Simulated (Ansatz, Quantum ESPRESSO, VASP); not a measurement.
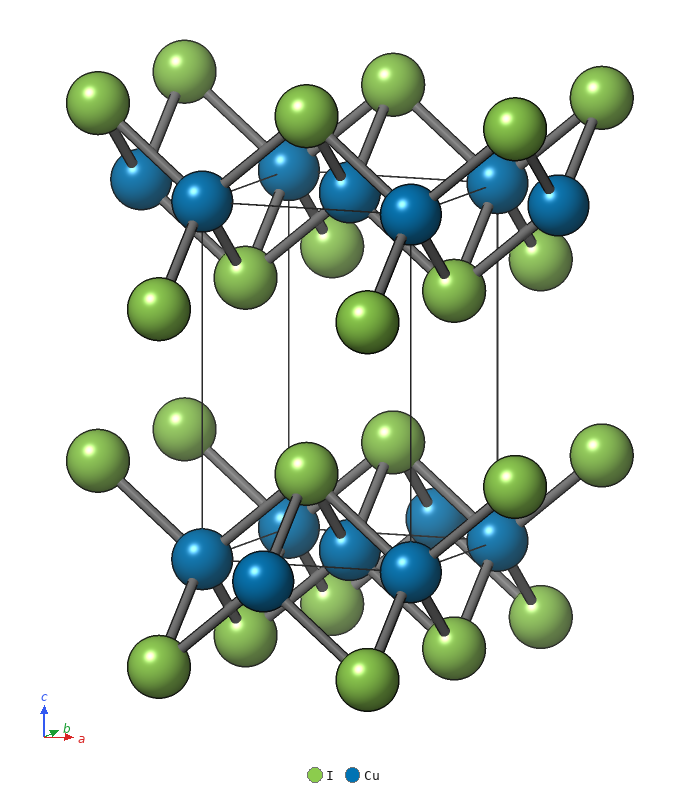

CuI, space group P4/nmm (No. 129), a = 4.090 Å, b = 4.090 Å, c = 6.551 Å, α = 90.00°, β = 90.00°, γ = 90.00° (27.40 Å³/atom). Ball-and-stick representation of a periodic structure, projected slightly off an axis. The conventional unit cell is drawn as a box. Atoms of adjacent cells appear where they bond to atoms in the box. The cell is a structure listed in the Materials Project. Other forms of this composition are known.

The cell was scaled uniformly, at fixed shape and fractional positions, in four programs or potential sets. Alike in all runs: functional PBE; k mesh 7 × 7 × 4 on the run's cell of 4 atoms; occupations fermi-dirac, width 0.05 eV; no spin polarisation; no spin-orbit coupling.

Energies from Quantum ESPRESSO (SSSP 1.3 efficiency):

```tsv
volume (Å³/atom)	E − E(lowest point) (meV/atom)
25.757	37.55
26.305	22.51
26.853	11.67
27.401	4.58
27.949	0.82
28.497	0.00
29.045	1.79
```

Fit a third-order Birch-Murnaghan equation of state to these points.

V0 = 28.39 Å³/atom, B0 = 40.5 GPa and B0′ = 5.2. V0 lies 3.6 % above the volume of the cell as given.

The same fit in all programs:

```tsv
program	V0 (Å³/atom)	B0 (GPa)	B0′
Quantum ESPRESSO (SSSP 1.3 efficiency)	28.39	40.5	5.2
Ansatz (Ansatz PAW soft_1)	?	?	?
VASP (PBE potentials, release 64 I, Cu)	28.30	39.9	5.1
Ansatz LAPW (all-electron)	28.25	40.0	5.2
```

Estimate the row of Ansatz (Ansatz PAW soft_1).

V0 = 28.23 Å³/atom, B0 = 40.1 GPa and B0′ = 5.2. The other rows span 28.25 to 28.39 Å³/atom and 39.9 to 40.5 GPa.

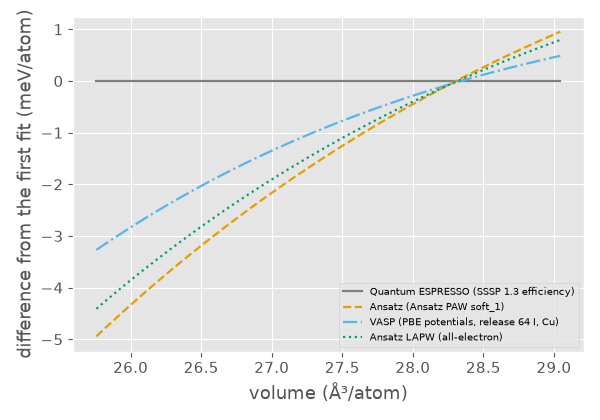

Each fitted curve, counted from its own minimum, less that of Quantum ESPRESSO (SSSP 1.3 efficiency). With one functional throughout, the spread comes from potentials, basis sets and numerical settings; B0′ is uncertain by a few tenths over so narrow a range.

Caveat: the cell was scaled at fixed shape and fractional positions, which overstates the stiffness of a crystal with free parameters, most of all of layers and chains; GGAs such as PBE, without a dispersion term, bind van der Waals layers too weakly, while LDA tends to overbind them.
